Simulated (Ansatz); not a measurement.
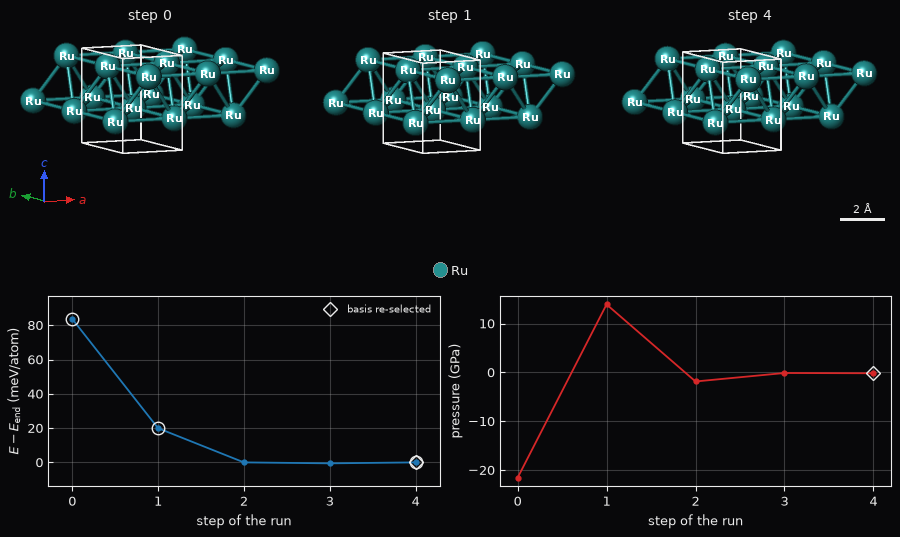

Frames of a relaxation of crystalline Ru (a generated structure, set up in P6_3/mmc) (coarse preliminary run), marked on the history of the run. A ball-and-stick model of the cell of the calculation, repeated 3 × 3 × 1 with one cell outlined, seen from a free direction.

Case: Rh → Ru on all its sites, cell and atoms relaxed.

Level of theory: Ansatz 0.2.0, DFT r2SCAN, scalar-relativistic, plane waves, PAW. Settings: plane-wave cutoff 500 eV; k-point mesh 12 × 12 × 4; occupations gaussian; smearing width 0.1 eV; no spin polarisation; cell and atoms relaxed; force threshold 0.05 eV/Å; at most 60 steps.

Q: Describe the path.

A: No atom moves by more than 0.005 Å relative to the cell. Cell: a = b 2.755 → 2.705 Å (−1.8 %), c 4.432 → 4.262 Å (−3.8 %). Volume −7.3 %. Among the contacts that change: Ru–Ru 2.728 → 2.642 Å, Ru–Ru 2.755 → 2.705 Å. The space group stays P6_3/mmc (No. 194). The energy falls by 83.7 meV per atom in 3 accepted moves (4 points after the start). All forces vanish by symmetry, so only the cell relaxes. The pressure goes from −21.58 to −0.18 GPa. The SCF was repeated once at an unchanged geometry on a basis and grid sized afresh for the cell, which shifted the energy by 0.6 meV per atom at most. The run took 37 s on 1 thread of Intel(R) Xeon(R) Processor @ 2.50GHz (Skylake/Cascade Lake), on a shared host, peak memory 0.44 GiB. From step 0 to 1: volume −10.7 %, energy −63.8 meV per atom. From step 1 to 4: volume +3.9 %, energy −19.9 meV per atom.

```json
{"step": "0", "E − E(0), meV/atom": "0.00", "pressure, GPa": "-21.58", "volume, Å³/atom": "14.569", "note": ""}
{"step": "1", "E − E(0), meV/atom": "-63.76", "pressure, GPa": "13.91", "volume, Å³/atom": "13.005", "note": ""}
{"step": "2", "E − E(0), meV/atom": "-83.70", "pressure, GPa": "-1.86", "volume, Å³/atom": "13.576", "note": ""}
{"step": "3", "E − E(0), meV/atom": "-84.26", "pressure, GPa": "-0.13", "volume, Å³/atom": "13.507", "note": ""}
{"step": "4", "E − E(0), meV/atom": "-83.70", "pressure, GPa": "-0.18", "volume, Å³/atom": "13.507", "note": "same geometry, new basis"}
```
